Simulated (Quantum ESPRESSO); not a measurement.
**Energy of Se along an even scaling of the cell**

System: Se (P3₁21, 3 atoms in the cell).
Method: Kohn-Sham DFT of a periodic cell, PBE, SSSP 1.3 efficiency PBE, no spin polarisation (Quantum ESPRESSO 7.5).

The 7 runs differ only in the geometry, by an even scaling of the cell at fixed fractional positions. The structure derives from an entry of the Crystallography Open Database.

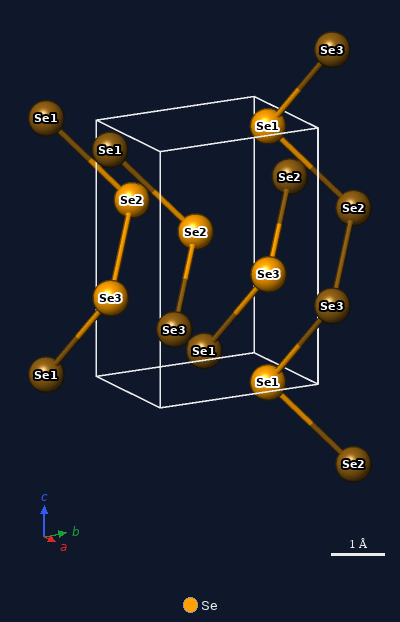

Figure 1. The structure of run 4 (ball-and-stick view of the cell of the calculation, seen slightly off an axis; neighbours outside the cell are drawn fainter; atoms are numbered from 1 in the order of the input).

### Input file of run 4
```
&CONTROL
  calculation = 'scf'
  prefix = 'pwscf'
  outdir = './tmp'
  pseudo_dir = './pseudo'
  tprnfor = .true.
  tstress = .true.
  disk_io = 'low'
/
&SYSTEM
  ibrav = 0
  nat = 3
  ntyp = 1
  ecutwfc = 55
  ecutrho = 440
  nbnd = 15
  occupations = 'smearing'
  smearing = 'fd'
  degauss = 0.00367493
/
&ELECTRONS
  conv_thr = 6d-10
  electron_maxstep = 120
  mixing_beta = 0.5
/
ATOMIC_SPECIES
Se    78.9710 Se_pbe_v1.uspp.F.UPF
CELL_PARAMETERS angstrom
   4.3662000000    0.0000000000    0.0000000000
  -2.1831000000    3.7812401180    0.0000000000
   0.0000000000    0.0000000000    4.9536000000
ATOMIC_POSITIONS crystal
Se     0.7746000000    0.7746000000    0.0000000000
Se     0.0000000000    0.2254000000    0.6666666667
Se     0.2254000000    0.0000000000    0.3333333333
K_POINTS automatic
7 7 6 0 0 0
```

### File pp_density.in of run 4
```
&INPUTPP
  prefix = 'pwscf'
  outdir = './tmp'
  filplot = 'density.dat'
  plot_num = 0
/
&PLOT
  nfile = 1
  filepp(1) = 'density.dat'
  iflag = 3
  output_format = 6
  fileout = 'density.cube'
/
```

### File pp_potential.in of run 4
```
&INPUTPP
  prefix = 'pwscf'
  outdir = './tmp'
  filplot = 'potential.dat'
  plot_num = 11
/
&PLOT
  nfile = 1
  filepp(1) = 'potential.dat'
  iflag = 3
  output_format = 6
  fileout = 'potential.cube'
/
```

Command:
```bash
OMP_NUM_THREADS=1 pw.x -in pw.in > pw.out
OMP_NUM_THREADS=1 pp.x -in pp_density.in > pp_density.out
OMP_NUM_THREADS=1 pp.x -in pp_potential.in > pp_potential.out
```

Lattice vectors (Å) and fractional positions of run 4:
```
   4.366200    0.000000    0.000000
  -2.183100    3.781240    0.000000
   0.000000    0.000000    4.953600
Se  0.774600  0.774600  0.000000
Se -0.000000  0.225400  0.666667
Se  0.225400  0.000000  0.333333
```

Run 6 has the same physical settings and fractional positions; its lattice vectors (Å) are:
```
   4.423657    0.000000    0.000000
  -2.211828    3.830999    0.000000
   0.000000    0.000000    5.018786
```

### Results, with one run withheld

| run | volume per atom (Å³) | free energy per atom, from the lowest run given (meV) | pressure (GPa) | gap on the mesh (eV) |
| --- | --- | --- | --- | --- |
| 1 | 25.625 | 60.71 | 7.13 | 1.15 |
| 2 | 26.170 | 39.19 | 5.52 | 1.18 |
| 3 | 26.716 | 22.87 | 4.07 | 1.20 |
| 4 | 27.261 | 11.23 | 2.77 | 1.22 |
| 5 | 27.806 | 3.81 | 1.59 | 1.20 |
| 6 | 28.351 | ? | ? | ? |
| 7 | 28.896 | 0.00 | −0.42 | 1.16 |

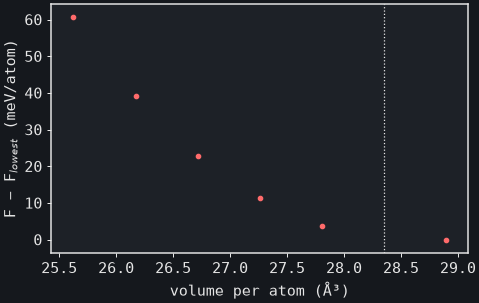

Figure 2. Free energy per atom of the runs given; the dotted line marks run 6.

Fit the runs given and predict run 6.

A cubic polynomial in V^(−2/3) (the Birch–Murnaghan form), fitted to the 6 runs given, misses them by at most 0.01 meV per atom. With x = V^(−2/3) − 0.11099 Å⁻², it reads F = 15.328 + 7484.1 x + 9.0202e+05 x² + 1.6356e+06 x³ (meV per atom). At run 6 it gives 0.19 meV per atom, and the run itself gives 0.19. The slope of the fit gives a pressure −dF/dV of 0.54 GPa there, and the run prints 0.53 GPa. The fit has its minimum at 28.654 Å³ per atom, where V d²F/dV² gives 50 GPa. Cell shape and fractional positions are held, so this is the stiffness under even scaling; the relaxed bulk modulus wasn't computed and can be far lower in a crystal of layers, chains or molecules like this one. The gap on the mesh lies between 1.15 eV (run 1) and 1.22 eV (run 4); run 6 has 1.18 eV. These are gaps of this functional on this mesh, which can miss the band edges; they aren't the measured gap.

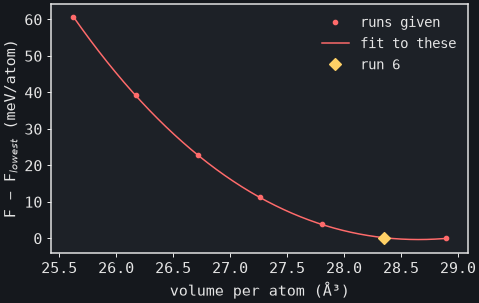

Figure 3. The fit and the withheld run.

### Some lines of the output (run 6)
```
[...]
     unit-cell volume          =     573.9694 (a.u.)^3
     number of k points=    40  Fermi-Dirac smearing, width (Ry)=  0.0037
     total energy              =    -130.80657053 Ry
     total energy              =    -130.80676506 Ry
     total energy              =    -130.80708375 Ry
     total energy              =    -130.80727920 Ry
     total energy              =    -130.80728241 Ry
     total energy              =    -130.80728293 Ry
     total energy              =    -130.80728298 Ry
     the Fermi energy is     4.8888 ev
!    total energy              =    -130.80728298 Ry
     The total energy is F=E-TS. E is the sum of the following terms:
     Computing stress (Cartesian axis) and pressure
          total   stress  (Ry/bohr**3)                   (kbar)     P=        5.31
```
